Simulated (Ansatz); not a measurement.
## Rh: a changed input and its effect

System: Rh (P6₃/mmc, 2 atoms in the cell).
Method of run A: DFT PBE, scalar-relativistic, plane waves, PAW, PAW set soft_1, spin-polarised (Ansatz 0.2.0).

The structure derives from a Materials Project entry. Text and figures count atoms from 1; the logs count them from 0 in places.

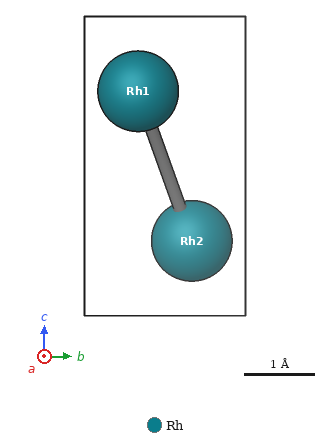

Figure 1. The structure (ball-and-stick view of the cell of the calculation, along the a axis; atoms are numbered from 1 in the order of the input). An atom can appear more than once, as a periodic image.

**Input, run A**
```yaml
crystal:
  lattice:
    - [2.6692693142, 0.0, 0.0]
    - [-1.3346346571, 2.3116550356, 0.0]
    - [0.0, 0.0, 4.2956488669]
  atoms:
    - { symbol: Rh, position: [0.6666666667, 0.3333333333, 0.75], spin: 1.0 }
    - { symbol: Rh, position: [0.3333333333, 0.6666666667, 0.25], spin: 1.0 }
basis:
  ecutwfc: 420
kpoints:
  mp_grid: { grid: [21, 21, 12] }
hamiltonian:
  xc: pbe
  pseudopotentials: { kind: paw, azcp: { folder: soft_1 } }
scf:
  occupations: { method: gaussian, width: 0.15 }
  lower_state_search: "off"
output:
  forces: true
  stress: true
  eigenvalues: true
  populations: true
magnetization:
  spin_polarized: true
  initial_magnetization: 2.0
  spin_locking: { lock_magnetization: hard }
```

Launched with:
```bash
ansatz run input.yaml --threads 2 --pin off --max-ram 4096MiB --backend cpu --events-out ev --progress --plain --runs-dir out
```

Hardware: 2 threads of Arm Neoverse N1, 98 GiB of memory available, shared host.

**Output, shortened to warnings, some set-up lines, iterations and results (run A)**
```
Warning: output.stress: scf.convergence.dr2_threshold = 1e-7 eV (the SCF's general default) is looser than the 2e-10 eV advised for a printed stress (1e-10 eV for each atom of the cell: 2). What an SCF threshold leaves in a stress goes as its square root, and in the free energy as the threshold itself, and one threshold admits the most on a small cell: of the crystals measured, under no hybrid …
Basis set: ecut = 420 eV, 537 PW (Γ), exchange–correlation on 36×36×60 points (8 copies of the dense FFT grid, shifted against one another)
Symmetry: 24 space group operations
k-points: 336 of 5292
Initial density: superposition of atomic densities (chi_scale 0.1, normalization cell)
[...]
SCF iter   1: F=—  HF=-12806.200938 eV  |F-HF|=—  |Δ(HF+E_count)|=         —  Δρ=5.34e-2 (↑5.31e-2 ↓5.34e-2)  dr2=2.65e0  dr2_m=4.32e-2  M=2.000 μB ∫|m|=2.000 μB  β_m=0.30  …
SCF iter   2: F=—  HF=-12805.703864 eV  |F-HF|=—  |Δ(HF+E_count)|=   4.97e-1  Δρ=3.60e-2 (↑3.13e-2 ↓3.60e-2)  dr2=1.03e0  dr2_m=2.11e-2  M=2.000 μB ∫|m|=2.001 μB  β_m=0.53  …
SCF iter   3: F=—  HF=-12805.433106 eV  |F-HF|=—  |Δ(HF+E_count)|=   2.71e-1  Δρ=7.37e-3 (↑4.33e-3 ↓7.37e-3)  dr2=1.08e-2  dr2_m=1.50e-3  M=2.000 μB ∫|m|=2.011 μB  β_m=0.76  …
SCF iter   4: F=—  HF=-12805.441318 eV  |F-HF|=—  |Δ(HF+E_count)|=   8.21e-3  Δρ=8.50e-4 (↑4.44e-4 ↓8.50e-4)  dr2=1.33e-4  dr2_m=7.13e-5  M=2.000 μB ∫|m|=2.019 μB  β_m=0.88  …
SCF iter   5: F=—  HF=-12805.441390 eV  |F-HF|=—  |Δ(HF+E_count)|=   7.14e-5  Δρ=3.10e-4 (↑3.10e-4 ↓1.37e-4)  dr2=1.28e-5  dr2_m=1.01e-5  M=2.000 μB ∫|m|=2.021 μB  β_m=0.94  …
SCF iter   6: F=—  HF=-12805.441398 eV  |F-HF|=—  |Δ(HF+E_count)|=   8.60e-6  Δρ=8.25e-5 (↑7.88e-5 ↓8.25e-5)  dr2=2.11e-6  dr2_m=5.80e-7  M=2.000 μB ∫|m|=2.022 μB  β_m=0.85  …
SCF iter   7: F=—  HF=-12805.441398 eV  |F-HF|=—  |Δ(HF+E_count)|=   4.31e-8  Δρ=2.39e-5 (↑1.06e-5 ↓2.39e-5)  dr2=1.77e-7  dr2_m=2.47e-8  M=2.000 μB ∫|m|=2.022 μB  β_m=0.83  …
SCF iter   8: F=-12805.441398 eV  HF=-12805.441398 eV  |F-HF|=2.75e-10  |Δ(HF+E_count)|=   3.01e-8  Δρ=1.44e-6 (↑1.35e-6 ↓1.44e-6)  dr2=4.65e-11  dr2_m=4.29e-10  M=2.000 μB …
SCF 1 converged in 8 iterations: F = -12805.441398 eV  dr2 = 4.65e-11
SCF converged after 8 iterations
Stability checked in part: among states of this total moment the steps that led to this state did not find it unstable. No probe was made; neither looks for a lower state of another moment (fixed_total_moment; see scf.lower_state_search)
Magnetization: 2.0000 μB (18.0000 up, 16.0000 down)
Absolute magnetization: 2.0225 μB (∫|ρ↑−ρ↓|, with the PAW one-centre terms)
Spin contamination: 0.0054 ħ² per cell (⟨S²⟩ above its minimum at these occupations)
Per-site moments (μB) at R_I (Å): [(0.9834226678592637, 1.0904482053441416), (0.9834226678592635, 1.0904482053441416)]
Free energy (F): -12805.441398 eV
Harris-Foulkes:  -12805.441398 eV  (|F-HF|=2.75e-10)
Internal energy: -12805.406379 eV  (E = F + TS)
E sigma→0 (E₀):  -12805.423889 eV
Entropy (-TS):   -0.035019 eV (-17.510 meV/atom)
Fermi energy:    23.451386 (↑ 23.767075, ↓ 23.135697) eV
--- Per-component energies (eV) ---
  E_band       = -135.404860
  E_kinetic    = 1079.552434
  E_local      = -2857.589481  (includes V_loc(G=0)·N_el)
  E_nonlocal   = 597.707532
  E_hartree    = 1066.715638
  E_xc         = -405.225969
  E_vxc        = -508.684577  (∫ρ·V_xc dr)
  E_paw        = -7207.877432  (= ΣΔE_a)
  E_vpaw       = -579.821969  (= ΣTr[D̂ρ^β])
  E_aug_tail   = 0.000047  (compensation charges beyond the density's cutoff)
  E_ewald      = -5078.689148
  E_smearing   = -0.035019  (= −TS)
  E_closure    = -0.000000  (closes the sum)
  Σ components = -12805.441398   (vs F -12805.441398, Δ=0.00e0)
--- Forces (eV/Å), atoms counted from 1 ---
  atom   1  Rh     0.00000000    -0.00000000     0.00000000
  atom   2  Rh     0.00000000     0.00000000     0.00000000
  max |Σ_I F_I| component: 9.25e-18 eV/Å
--- Stress (GPa, compression-positive) ---
       25.098127       0.000000       0.000000
        0.000000      25.098127       0.000000
        0.000000       0.000000      26.382888
  P = ⅓ Tr σ = 25.5264 GPa (255.264 kbar)
--- Löwdin populations: 2 sites ---
  site symbol       q [e]    m [muB]
     0     Rh     16.8937     1.0066
     1     Rh     16.8937     1.0066
  spilling = 0.006256 (of n_electrons = 34.000000)
```

The input of run B differs as follows (lines with − go, lines with + come):
```diff
-    - { symbol: Rh, position: [0.6666666667, 0.3333333333, 0.75], spin: 1.0 }
-    - { symbol: Rh, position: [0.3333333333, 0.6666666667, 0.25], spin: 1.0 }
+    - { symbol: Rh, position: [0.6666666667, 0.3333333333, 0.75], spin: 0.25 }
+    - { symbol: Rh, position: [0.3333333333, 0.6666666667, 0.25], spin: 0.25 }
-  initial_magnetization: 2.0
+  initial_magnetization: 0.5
```

What does this change do to the results?

The total moment is fixed by the input in run A and run B, so the state need not be the lowest. With the same functional and potentials, run B lies 132.8 meV per atom lower. The net moment of the cell goes from 2.00 to 0.50 μB. The pressure goes from 25.53 to 19.06 GPa. The SCF takes 9 iterations against 8.

**Output, shortened to warnings, some set-up lines, iterations and results (run B)**
```
Warning: output.stress: scf.convergence.dr2_threshold = 1e-7 eV (the SCF's general default) is looser than the 2e-10 eV advised for a printed stress (1e-10 eV for each atom of the cell: 2). What an SCF threshold leaves in a stress goes as its square root, and in the free energy as the threshold itself, and one threshold admits the most on a small cell: of the crystals measured, under no hybrid …
Basis set: ecut = 420 eV, 537 PW (Γ), exchange–correlation on 36×36×60 points (8 copies of the dense FFT grid, shifted against one another)
Symmetry: 24 space group operations
k-points: 336 of 5292
Initial density: superposition of atomic densities (chi_scale 0.1, normalization cell)
[...]
SCF iter   1: F=—  HF=-12806.579264 eV  |F-HF|=—  |Δ(HF+E_count)|=         —  Δρ=5.40e-2 (↑5.37e-2 ↓5.40e-2)  dr2=2.88e0  dr2_m=2.72e-3  M=0.500 μB ∫|m|=0.500 μB  β_m=0.30  …
SCF iter   2: F=—  HF=-12806.017355 eV  |F-HF|=—  |Δ(HF+E_count)|=   5.62e-1  Δρ=3.45e-2 (↑3.30e-2 ↓3.45e-2)  dr2=1.11e0  dr2_m=1.34e-3  M=0.500 μB ∫|m|=0.501 μB  β_m=0.52  …
SCF iter   3: F=—  HF=-12805.700760 eV  |F-HF|=—  |Δ(HF+E_count)|=   3.17e-1  Δρ=6.23e-3 (↑5.41e-3 ↓6.23e-3)  dr2=1.18e-2  dr2_m=1.05e-4  M=0.500 μB ∫|m|=0.504 μB  β_m=0.75  …
SCF iter   4: F=—  HF=-12805.707058 eV  |F-HF|=—  |Δ(HF+E_count)|=   6.30e-3  Δρ=4.98e-4 (↑2.81e-4 ↓4.98e-4)  dr2=1.07e-4  dr2_m=6.77e-6  M=0.500 μB ∫|m|=0.507 μB  β_m=0.88  …
SCF iter   5: F=—  HF=-12805.707051 eV  |F-HF|=—  |Δ(HF+E_count)|=   6.67e-6  Δρ=1.68e-4 (↑1.68e-4 ↓7.20e-5)  dr2=1.06e-5  dr2_m=9.71e-7  M=0.500 μB ∫|m|=0.507 μB  β_m=0.94  …
SCF iter   6: F=—  HF=-12805.707049 eV  |F-HF|=—  |Δ(HF+E_count)|=   1.57e-6  Δρ=3.13e-5 (↑3.13e-5 ↓2.31e-5)  dr2=2.13e-7  dr2_m=8.39e-8  M=0.500 μB ∫|m|=0.508 μB  β_m=0.92  …
SCF iter   7: F=-12805.707049 eV  HF=-12805.707049 eV  |F-HF|=2.27e-8  |Δ(HF+E_count)|=   7.18e-8  Δρ=1.09e-5 (↑9.25e-6 ↓1.09e-5)  dr2=3.76e-8  dr2_m=7.46e-9  M=0.500 μB …
SCF iter   8: F=-12805.707049 eV  HF=-12805.707049 eV  |F-HF|=4.82e-10  |Δ(HF+E_count)|=   6.13e-9  Δρ=1.98e-6 (↑1.53e-6 ↓1.98e-6)  dr2=1.70e-10  dr2_m=6.90e-10  M=0.500 μB …
SCF iter   9: F=-12805.707049 eV  HF=-12805.707049 eV  |F-HF|=2.36e-11  |Δ(HF+E_count)|=  7.84e-10  Δρ=4.93e-7 (↑4.93e-7 ↓1.10e-7)  dr2=5.04e-11  dr2_m=1.74e-11  M=0.500 μB …
SCF 1 converged in 9 iterations: F = -12805.707049 eV  dr2 = 5.04e-11
SCF converged after 9 iterations
Stability checked in part: among states of this total moment the steps that led to this state did not find it unstable. No probe was made; neither looks for a lower state of another moment (fixed_total_moment; see scf.lower_state_search)
Magnetization: 0.5000 μB (17.2500 up, 16.7500 down)
Absolute magnetization: 0.5079 μB (∫|ρ↑−ρ↓|, with the PAW one-centre terms)
Spin contamination: 0.0005 ħ² per cell (⟨S²⟩ above its minimum at these occupations)
Per-site moments (μB) at R_I (Å): [(0.24732182439763103, 1.0904482053441416), (0.24732182439763117, 1.0904482053441416)]
Free energy (F): -12805.707049 eV
Harris-Foulkes:  -12805.707049 eV  (|F-HF|=2.36e-11)
Internal energy: -12805.671039 eV  (E = F + TS)
E sigma→0 (E₀):  -12805.689044 eV
Entropy (-TS):   -0.036011 eV (-18.005 meV/atom)
Fermi energy:    23.587906 (↑ 23.654435, ↓ 23.521378) eV
--- Per-component energies (eV) ---
  E_band       = -137.139598
  E_kinetic    = 1078.690063
  E_local      = -2854.897064  (includes V_loc(G=0)·N_el)
  E_nonlocal   = 596.541652
  E_hartree    = 1064.978023
  E_xc         = -405.112503
  E_vxc        = -508.542275  (∫ρ·V_xc dr)
  E_paw        = -7207.182109  (= ΣΔE_a)
  E_vpaw       = -578.887600  (= ΣTr[D̂ρ^β])
  E_aug_tail   = 0.000047  (compensation charges beyond the density's cutoff)
  E_ewald      = -5078.689148
  E_smearing   = -0.036011  (= −TS)
  E_closure    = 0.000000  (closes the sum)
  Σ components = -12805.707049   (vs F -12805.707049, Δ=0.00e0)
--- Forces (eV/Å), atoms counted from 1 ---
  atom   1  Rh     0.00000000    -0.00000000     0.00000000
  atom   2  Rh    -0.00000000     0.00000000     0.00000000
  max |Σ_I F_I| component: 4.63e-18 eV/Å
--- Stress (GPa, compression-positive) ---
       18.722313       0.000000       0.000000
       -0.000000      18.722313       0.000000
        0.000000       0.000000      19.746409
  P = ⅓ Tr σ = 19.0637 GPa (190.637 kbar)
--- Löwdin populations: 2 sites ---
  site symbol       q [e]    m [muB]
     0     Rh     16.8919     0.2522
     1     Rh     16.8919     0.2522
  spilling = 0.006356 (of n_electrons = 34.000000)
```

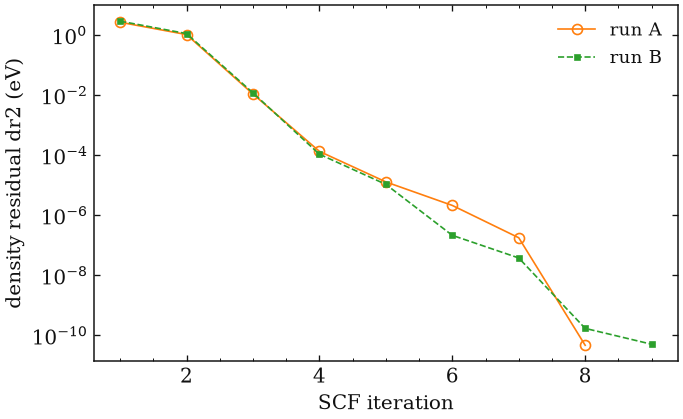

Figure 2. Convergence of the two runs: density residual dr2 against the SCF iteration. Run A takes 8 iterations in all, and run B takes 9.

**The two runs side by side**

```csv
quantity,run A,run B
outcome,converged,converged
free energy per atom (eV),−6402.7207,−6402.8535
"energy per atom, smearing taken to zero (eV)",−6402.7119,−6402.8445
gap on the mesh (eV),0.00,0.00
net moment of the cell (μB),2.00,0.50
absolute moment of the cell (μB),2.02,0.51
pressure (GPa),25.53,19.06
largest force (eV/Å),0.000,0.000
SCF iterations,8,9
irreducible k-points,336,336
plane waves at Γ,537,537
wall time (shared host),20 s,24 s
```

For both runs: Warnings: the SCF threshold is looser than advised for the printed stress. For run A: The cell is under a pressure of 26 GPa at this level, so it is not at its equilibrium volume. For run B: The cell is under a pressure of 19.1 GPa at this level, so it is not at its equilibrium volume.
